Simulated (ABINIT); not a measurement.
# Geometry relaxation of C (part 3 of 3)

Continued. System: C (P6₃/mmc, 4 atoms in the cell). Method: Kohn-Sham DFT of a periodic cell, PBEsol, JTH PAW PBE v2.0, no spin polarisation (ABINIT 10.8.3); cutoff 517.02 eV, 12×12×7 k-mesh, fermi-dirac of 0.05 eV. The structure derives from an entry of the Crystallography Open Database.

Geometry of the input (Å; fractional positions):
```
2.5221  0.0000  0.0000
-1.2611  2.1842  0.0000
0.0000  0.0000  4.1186
C  0.6667  0.3333  0.9375
C  0.3333  0.6667  0.4375
C  0.6667  0.3333  0.5625
C  0.3333  0.6667  0.0625
```

The program's output, continued
```
 Cartesian coordinates (xcart) [bohr]
  2.35944218071797E+00  1.36222457818196E+00  7.37284444916464E+00
  2.47514101312864E-11  2.72444915636703E+00  3.44041718877067E+00
  2.35944218071797E+00  1.36222457818196E+00  4.42443733201726E+00
  2.47514101312864E-11  2.72444915636703E+00  4.92010071623297E-01
 Reduced coordinates (xred)
  6.66666666671532E-01  3.33333333332573E-01  9.37441936106658E-01
  3.33333333338199E-01  6.66666666665907E-01  4.37441936106657E-01
  6.66666666671532E-01  3.33333333332573E-01  5.62558063893343E-01
  3.33333333338199E-01  6.66666666665907E-01  6.25580638933428E-02
 Cartesian forces (fcart) [Ha/bohr]; max,rms= 1.45662E-03 8.40977E-04 (free atoms)
  1.99713694155274E-28 -2.14137402290184E-28 -1.45661554325498E-03
 -1.42652638682338E-28  1.15304755079330E-28 -1.45661554325498E-03
  8.55915832094030E-29  2.47081618027136E-28  1.45661554325498E-03
 -1.42652638682338E-28 -1.48248970816281E-28  1.45661554325498E-03
 Gradient of E wrt nuclear positions in reduced coordinates (gred)
 -9.42425828104035E-28  1.34632261157719E-27  1.14560693404189E-02
  6.73161305788597E-28 -8.07793566946316E-28  1.14560693404189E-02
 -4.03896783473158E-28 -8.07793566946316E-28 -1.14560693404189E-02
  6.73161305788597E-28  2.69264522315439E-28 -1.14560693404189E-02
 Scale of Primitive Cell (acell) [bohr]
  4.71888436138644E+00  4.71888436145004E+00  7.86485452078793E+00
 Real space primitive translations (rprimd) [bohr]
  4.71888436138644E+00  0.00000000000000E+00  0.00000000000000E+00
 -2.35944218069322E+00  4.08667373455520E+00  0.00000000000000E+00
  0.00000000000000E+00  0.00000000000000E+00  7.86485452078793E+00
 Unitary Cell Volume (ucvol) [Bohr^3]=  1.51670107704082E+02
 Angles (23,13,12)= [degrees]
  9.00000000000000E+01  9.00000000000000E+01  1.19999999999554E+02
 Lengths [Bohr]
  4.71888436138644E+00  4.71888436145004E+00  7.86485452078793E+00
 Stress tensor in cartesian coordinates (strten) [Ha/bohr^3]
 -1.79949248560810E-05  0.00000000000000E+00  0.00000000000000E+00
  0.00000000000000E+00 -1.79949252927872E-05  0.00000000000000E+00
  0.00000000000000E+00  0.00000000000000E+00  2.70710653260554E-05
 Total energy (etotal) [Ha]= -2.29077821122915E+01

 Difference of energy with previous step (new-old):
           Absolute (Ha)=-9.70770E-06
           Relative     =-4.23773E-07

--- Iteration: ( 6/60) Internal Cycle: (1/1)
--------------------------------------------------------------------------------

---SELF-CONSISTENT-FIELD CONVERGENCE--------------------------------------------

--- !BeginCycle
iteration_state: {dtset: 1, itime: 6, icycle: 1, }
solver: {iscf: 17, nstep: 100, nline: 4, wfoptalg: 10, }
tolerances: {tolvrs: 1.00E-09, }
...

     iter   Etot(hartree)      deltaE(h)  residm     nres2
 ETOT  1  -22.907795895474    -2.291E+01 3.980E-06 2.097E-03
 ETOT  2  -22.907790334377     5.561E-06 1.221E-06 1.682E-04
 ETOT  3  -22.907789840407     4.940E-07 4.806E-06 1.090E-06
 ETOT  4  -22.907789851186    -1.078E-08 1.592E-06 3.610E-07
 ETOT  5  -22.907789851095     9.085E-11 3.604E-06 4.793E-08
 ETOT  6  -22.907789851107    -1.199E-11 2.050E-06 1.023E-09
 ETOT  7  -22.907789851108    -1.105E-12 2.986E-06 3.568E-11

 At SCF step    7       nres2   =  3.57E-11 < tolvrs=  1.00E-09 =>converged.

 Cartesian components of stress tensor (hartree/bohr^3)
  sigma(1 1)=  2.14441626E-06  sigma(3 2)=  0.00000000E+00
  sigma(2 2)=  2.14441583E-06  sigma(3 1)=  0.00000000E+00
  sigma(3 3)=  2.20808379E-06  sigma(2 1)=  0.00000000E+00

--- !ResultsGS
iteration_state: {dtset: 1, itime: 6, icycle: 1, }
comment   : Summary of ground state results
lattice_vectors:
- [  4.7207957,   0.0000000,   0.0000000, ]
- [ -2.3603978,   4.0883290,   0.0000000, ]
- [  0.0000000,   0.0000000,   7.8605715, ]
lattice_lengths: [   4.72080,    4.72080,    7.86057, ]
lattice_angles: [ 90.000,  90.000, 120.000, ] # degrees, (23, 13, 12)
lattice_volume:   1.5171033E+02
convergence: {deltae: -1.105E-12, res2:  3.568E-11, residm:  2.986E-06, diffor: null, }
etotal    :  -2.29077899E+01
entropy   :   0.00000000E+00
fermie    :   4.36893139E-01
cartesian_stress_tensor: # hartree/bohr^3
- [  2.14441626E-06,   0.00000000E+00,   0.00000000E+00, ]
- [  0.00000000E+00,   2.14441583E-06,   0.00000000E+00, ]
- [  0.00000000E+00,   0.00000000E+00,   2.20808379E-06, ]
pressure_GPa:  -6.3715E-02
xred      :
- [  6.6667E-01,   3.3333E-01,   9.3721E-01,  C]
- [  3.3333E-01,   6.6667E-01,   4.3721E-01,  C]
- [  6.6667E-01,   3.3333E-01,   5.6279E-01,  C]
- [  3.3333E-01,   6.6667E-01,   6.2793E-02,  C]
cartesian_forces: # hartree/bohr
- [ -2.85189766E-29,  -5.43359480E-28,  -4.10678249E-05, ]
- [ -3.70746695E-28,   1.81119827E-28,  -4.10678249E-05, ]
- [  8.55569297E-29,   4.44566847E-28,   4.10678249E-05, ]
- [  3.13708742E-28,  -8.23271940E-29,   4.10678249E-05, ]
force_length_stats: {min:   4.10678249E-05, max:   4.10678249E-05, mean:   4.10678249E-05, }
...

 Integrated electronic density in atomic spheres:
 ------------------------------------------------
 Atom  Sphere_radius  Integrated_density
    1        1.50737          2.66446518
    2        1.50737          2.66446518
    3        1.50737          2.66446518
    4        1.50737          2.66446518

---OUTPUT-----------------------------------------------------------------------

 Cartesian coordinates (xcart) [bohr]
  2.36039783687775E+00  1.36277632652306E+00  7.36697916435221E+00
  2.47615234253286E-11  2.72555265304924E+00  3.43669342351066E+00
  2.36039783687775E+00  1.36277632652306E+00  4.42387805817242E+00
  2.47615234253286E-11  2.72555265304924E+00  4.93592317330880E-01
 Reduced coordinates (xred)
  6.66666666671532E-01  3.33333333332573E-01  9.37206560810361E-01
  3.33333333338199E-01  6.66666666665907E-01  4.37206560810361E-01
  6.66666666671532E-01  3.33333333332573E-01  5.62793439189639E-01
  3.33333333338199E-01  6.66666666665907E-01  6.27934391896394E-02
 Cartesian forces (fcart) [Ha/bohr]; max,rms= 4.10678E-05 2.37105E-05 (free atoms)
 -2.85189765588877E-29 -5.43359480168689E-28 -4.10678248598662E-05
 -3.70746695265540E-28  1.81119826722896E-28 -4.10678248598662E-05
  8.55569296766631E-29  4.44566847410745E-28  4.10678248598662E-05
  3.13708742147765E-28 -8.23271939649528E-29  4.10678248598662E-05
 Gradient of E wrt nuclear positions in reduced coordinates (gred)
  1.34632261157719E-28  2.15411617852351E-27  3.22816572908220E-04
  1.75021939505035E-27 -1.61558713389263E-27  3.22816572908220E-04
 -4.03896783473158E-28 -1.61558713389263E-27 -3.22816572908220E-04
 -1.48095487273491E-27  1.07705808926175E-27 -3.22816572908220E-04
 Scale of Primitive Cell (acell) [bohr]
  4.72079567370598E+00  4.72079567376960E+00  7.86057148168309E+00
 Real space primitive translations (rprimd) [bohr]
  4.72079567370598E+00  0.00000000000000E+00  0.00000000000000E+00
 -2.36039783685299E+00  4.08832897957852E+00  0.00000000000000E+00
  0.00000000000000E+00  0.00000000000000E+00  7.86057148168309E+00
 Unitary Cell Volume (ucvol) [Bohr^3]=  1.51710332560733E+02
 Angles (23,13,12)= [degrees]
  9.00000000000000E+01  9.00000000000000E+01  1.19999999999554E+02
 Lengths [Bohr]
  4.72079567370598E+00  4.72079567376960E+00  7.86057148168309E+00
 Stress tensor in cartesian coordinates (strten) [Ha/bohr^3]
  2.14441626239688E-06  0.00000000000000E+00  0.00000000000000E+00
  0.00000000000000E+00  2.14441582519105E-06  0.00000000000000E+00
  0.00000000000000E+00  0.00000000000000E+00  2.20808378700518E-06
 Total energy (etotal) [Ha]= -2.29077898511078E+01

 Difference of energy with previous step (new-old):
           Absolute (Ha)=-7.73882E-06
           Relative     =-3.37825E-07

 At Broyd/MD step   6, gradients are converged :
  max grad (force/stress) = 2.2081E-04 < tolmxf= 5.0000E-04 ha/bohr (free atoms)

================================================================================

 ----iterations are completed or convergence reached----

 Mean square residual over all n,k,spin=   51.732E-10; max=  29.859E-07
 reduced coordinates (array xred) for    4 atoms
       0.666666666672      0.333333333333      0.937206560810
       0.333333333338      0.666666666666      0.437206560810
       0.666666666672      0.333333333333      0.562793439190
       0.333333333338      0.666666666666      0.062793439190
 rms dE/dt=  1.8638E-04; max dE/dt=  3.2282E-04; dE/dt below (all hartree)
    1       0.000000000000      0.000000000000      0.000322816573
    2       0.000000000000     -0.000000000000      0.000322816573
    3       0.000000000000     -0.000000000000     -0.000322816573
    4      -0.000000000000      0.000000000000     -0.000322816573

 cartesian coordinates (angstrom) at end:
    1      1.24906874309306     0.72115017506487     3.89843748432767
    2      0.00000000001310     1.44230035013139     1.81861983934828
    3      1.24906874309306     0.72115017506487     2.34101545061049
    4      0.00000000001310     1.44230035013139     0.26119780563110

 cartesian forces (hartree/bohr) at end:
    1     -0.00000000000000    -0.00000000000000    -0.00004106782486
    2     -0.00000000000000     0.00000000000000    -0.00004106782486
    3      0.00000000000000     0.00000000000000     0.00004106782486
    4      0.00000000000000    -0.00000000000000     0.00004106782486
 frms,max,avg= 2.3710520E-05 4.1067825E-05   0.000E+00  0.000E+00  0.000E+00 h/b

 cartesian forces (eV/Angstrom) at end:
    1     -0.00000000000000    -0.00000000000000    -0.00211179246248
    2     -0.00000000000000     0.00000000000000    -0.00211179246248
    3      0.00000000000000     0.00000000000000     0.00211179246248
    4      0.00000000000000    -0.00000000000000     0.00211179246248
 frms,max,avg= 1.2192439E-03 2.1117925E-03   0.000E+00  0.000E+00  0.000E+00 e/A
 length scales=  4.720795673706  4.720795673770  7.860571481683 bohr
              =  2.498137486160  2.498137486194  4.159635289959 angstroms
 Fermi (or HOMO) energy (hartree) =   0.43689   Average Vxc (hartree)=  -0.49921
 Eigenvalues (hartree) for nkpt=  76  k points:
 kpt#   1, nband= 12, wtk=  0.00099, kpt=  0.0000  0.0000  0.0000 (reduced coord)
  -0.41583   -0.20748   -0.11910    0.27652    0.27652    0.37277    0.39136    0.39136
   0.57233    0.57233    0.58629    0.69323
      occupation numbers for kpt#   1
   2.00000    2.00000    2.00000    2.00000    2.00000    2.00000    2.00000    2.00000
   0.00000    0.00000    0.00000    0.00000
 prteigrs : prtvol=0 or 1, do not print more k-points.

 Fermi (or HOMO) energy (eV) =  11.88847   Average Vxc (eV)= -13.58414
 Eigenvalues (   eV  ) for nkpt=  76  k points:
 kpt#   1, nband= 12, wtk=  0.00099, kpt=  0.0000  0.0000  0.0000 (reduced coord)
 -11.31522   -5.64595   -3.24093    7.52461    7.52461   10.14366   10.64957   10.64957
  15.57376   15.57376   15.95382   18.86362
 prteigrs : prtvol=0 or 1, do not print more k-points.

--- !EnergyTerms
iteration_state     : {dtset: 1, itime: 6, icycle: 1, }
comment             : Components of total free energy in Hartree
kinetic             :  1.38500988323997E+01
hartree             :  1.92868128905396E+00
xc                  : -8.59821086957124E+00
Ewald energy        : -2.56184507011881E+01
psp_core            :  1.84531508022410E+00
local_psp           : -9.31792888040931E+00
PAW spherical_terms :  3.00270548877463E+00
internal            : -2.29077897607162E+01
'-kT*entropy'       : -1.99787083084598E-15
total_energy        : -2.29077897607162E+01
total_energy_eV     : -6.23352715220578E+02
...

--- !EnergyTermsDC
iteration_state     : {dtset: 1, itime: 6, icycle: 1, }
comment             : '"Double-counting" decomposition of free energy'
band_energy         :  7.60301422234960E-01
Ewald energy        : -2.56184507011881E+01
psp_core            :  1.84531508022410E+00
xc_dc               : -1.49541851696837E+00
PAW spherical_terms :  1.60046286458958E+00
internal            : -2.29077898511078E+01
'-kT*entropy'       : -1.99787083084598E-15
total_energy_dc     : -2.29077898511078E+01
total_energy_dc_eV  : -6.23352717680258E+02
...

--- !EnergyTermsWithPAWCore
iteration_state     : {dtset: 1, itime: 6, icycle: 1, }
comment             : 'Components of total free energy, including PAW core contributions'
Total energy        : -1.51784284798396E+02
Total energy DC     : -1.51784284888787E+02
Total energy (eV)   : -4.13026079971913E+03
Total energy DC (eV): -4.13026080217880E+03
...

 rms coord change=  1.6942E-04   atom, delta coord (reduced):
     1        0.000000000000      0.000000000000     -0.000293439187
     2        0.000000000000      0.000000000000     -0.000293439187
     3        0.000000000000      0.000000000000      0.000293439187
     4        0.000000000000      0.000000000000      0.000293439187

 Cartesian components of stress tensor (hartree/bohr^3)
  sigma(1 1)=  2.14441626E-06  sigma(3 2)=  0.00000000E+00
  sigma(2 2)=  2.14441583E-06  sigma(3 1)=  0.00000000E+00
  sigma(3 3)=  2.20808379E-06  sigma(2 1)=  0.00000000E+00

-Cartesian components of stress tensor (GPa)         [Pressure= -6.3715E-02 GPa]
- sigma(1 1)=  6.30909046E-02  sigma(3 2)=  0.00000000E+00
- sigma(2 2)=  6.30908918E-02  sigma(3 1)=  0.00000000E+00
- sigma(3 3)=  6.49640679E-02  sigma(2 1)=  0.00000000E+00

== END DATASET(S) ==============================================================
================================================================================

 -outvars: echo values of variables after computation  --------
            acell      4.7207956737E+00  4.7207956738E+00  7.8605714817E+00 Bohr
           etotal     -2.2907789851E+01
            fcart     -2.8518976559E-29 -5.4335948017E-28 -4.1067824860E-05
                      -3.7074669527E-28  1.8111982672E-28 -4.1067824860E-05
                       8.5556929677E-29  4.4456684741E-28  4.1067824860E-05
                       3.1370874215E-28 -8.2327193965E-29  4.1067824860E-05
            rprim      1.0000000000E+00  0.0000000000E+00  0.0000000000E+00
                      -4.9999999999E-01  8.6602540379E-01  0.0000000000E+00
                       0.0000000000E+00  0.0000000000E+00  1.0000000000E+00
           strten      2.1444162624E-06  2.1444158252E-06  2.2080837870E-06
                       0.0000000000E+00  0.0000000000E+00  0.0000000000E+00
           xangst      1.2490687431E+00  7.2115017506E-01  3.8984374843E+00
                       1.3103233895E-11  1.4423003501E+00  1.8186198393E+00
                       1.2490687431E+00  7.2115017506E-01  2.3410154506E+00
                       1.3103233895E-11  1.4423003501E+00  2.6119780563E-01
             xred      6.6666666667E-01  3.3333333333E-01  9.3720656081E-01
                       3.3333333334E-01  6.6666666667E-01  4.3720656081E-01
                       6.6666666667E-01  3.3333333333E-01  5.6279343919E-01
                       3.3333333334E-01  6.6666666667E-01  6.2793439190E-02
 Calculation completed.
```

Trajectory as extended XYZ (Å, eV, eV/Å), 6 frames, from step=0 to step=5
```
4
Lattice="2.5221 0.0000 0.0000 -1.2611 2.1842 0.0000 0.0000 0.0000 4.1186" Properties=species:S:1:pos:R:3:forces:R:3 step=0 energy=-623.32916
C     1.2611    0.7281    3.8612    0.0000   0.0000  -0.0288
C     0.0000    1.4561    1.8019    0.0000   0.0000  -0.0288
C     1.2611    0.7281    2.3167    0.0000   0.0000   0.0288
C     0.0000    1.4561    0.2574    0.0000   0.0000   0.0288
4
Lattice="2.4908 0.0000 0.0000 -1.2454 2.1571 0.0000 0.0000 0.0000 4.1731" Properties=species:S:1:pos:R:3:forces:R:3 step=1 energy=-623.34957
C     1.2454    0.7190    3.9120    0.0000   0.0000  -0.0800
C     0.0000    1.4381    1.8254    0.0000   0.0000  -0.0800
C     1.2454    0.7190    2.3477    0.0000   0.0000   0.0800
C     0.0000    1.4381    0.2611    0.0000   0.0000   0.0800
4
Lattice="2.4978 0.0000 0.0000 -1.2489 2.1632 0.0000 0.0000 0.0000 4.1606" Properties=species:S:1:pos:R:3:forces:R:3 step=2 energy=-623.34859
C     1.2489    0.7211    3.8940    0.0000   0.0000   0.3910
C     0.0000    1.4421    1.8137    0.0000   0.0000   0.3910
C     1.2489    0.7211    2.3469    0.0000   0.0000  -0.3910
C     0.0000    1.4421    0.2666    0.0000   0.0000  -0.3910
4
Lattice="2.4960 0.0000 0.0000 -1.2480 2.1616 0.0000 0.0000 0.0000 4.1638" Properties=species:S:1:pos:R:3:forces:R:3 step=3 energy=-623.35224
C     1.2480    0.7205    3.9036    0.0000   0.0000  -0.0964
C     0.0000    1.4411    1.8217    0.0000   0.0000  -0.0964
C     1.2480    0.7205    2.3421    0.0000   0.0000   0.0964
C     0.0000    1.4411    0.2602    0.0000   0.0000   0.0964
4
Lattice="2.4971 0.0000 0.0000 -1.2486 2.1626 0.0000 0.0000 0.0000 4.1619" Properties=species:S:1:pos:R:3:forces:R:3 step=4 energy=-623.35251
C     1.2486    0.7209    3.9015    0.0000   0.0000  -0.0749
C     0.0000    1.4417    1.8206    0.0000   0.0000  -0.0749
C     1.2486    0.7209    2.3413    0.0000   0.0000   0.0749
C     0.0000    1.4417    0.2604    0.0000   0.0000   0.0749
4
Lattice="2.4981 0.0000 0.0000 -1.2491 2.1635 0.0000 0.0000 0.0000 4.1596" Properties=species:S:1:pos:R:3:forces:R:3 step=5 energy=-623.35272
C     1.2491    0.7211    3.8984    0.0000   0.0000  -0.0021
C     0.0000    1.4423    1.8186    0.0000   0.0000  -0.0021
C     1.2491    0.7211    2.3410    0.0000   0.0000   0.0021
C     0.0000    1.4423    0.2612    0.0000   0.0000   0.0021
```

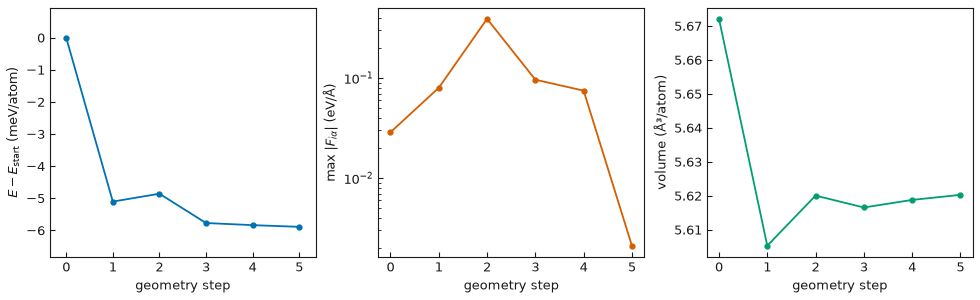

Fig. 1: Progress of the relaxation, step by step (steps are counted from 0).

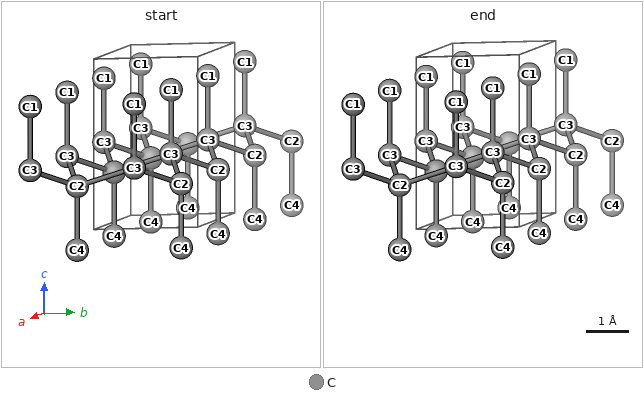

Fig. 2: Before (left) and after (right) the relaxation, at one scale (ball-and-stick view of the cell of the calculation, repeated 4 × 2 × 1, seen slightly off an axis). No atom moves by more than 0.005 Å relative to the cell. Cell: a = b 2.522 → 2.498 Å (−1.0 %), c 4.119 → 4.160 Å (+1.0 %). Volume −0.9 %. Among the contacts that change: C1–C3 1.544 → 1.557 Å, C1–C4 1.544 → 1.534 Å. The space group stays P6_3/mmc (No. 194). Over 5 geometry steps the energy falls by 5.9 meV per atom. Largest force component: 0.029 eV/Å at the start, 0.0021 eV/Å at the end. (Atoms are counted from 1 in the order of the input.)

Summary

```json
{"quantity": "outcome", "value": "converged"}
{"quantity": "space group (tolerance 0.01 Å)", "value": "P6₃/mmc (194)"}
{"quantity": "electrons treated", "value": "16"}
{"quantity": "free energy", "value": "−623.3527 eV"}
{"quantity": "Fermi energy", "value": "11.888 eV"}
{"quantity": "gap on the k-point mesh", "value": "3.04 eV"}
{"quantity": "pressure", "value": "−0.06 GPa"}
{"quantity": "final volume", "value": "22.48 Å³"}
{"quantity": "largest force (length of the vector) at the end", "value": "0.002 eV/Å"}
{"quantity": "final cell", "value": "a = 2.498 Å, b = 2.498 Å, c = 4.160 Å, α = 90.00°, β = 90.00°, γ = 120.00°"}
{"quantity": "hardware", "value": "1 thread of Arm Neoverse V1, 24 GiB of memory available, shared host"}
{"quantity": "wall time", "value": "2.3 min"}
{"quantity": "peak memory", "value": "0.11 GiB"}
```
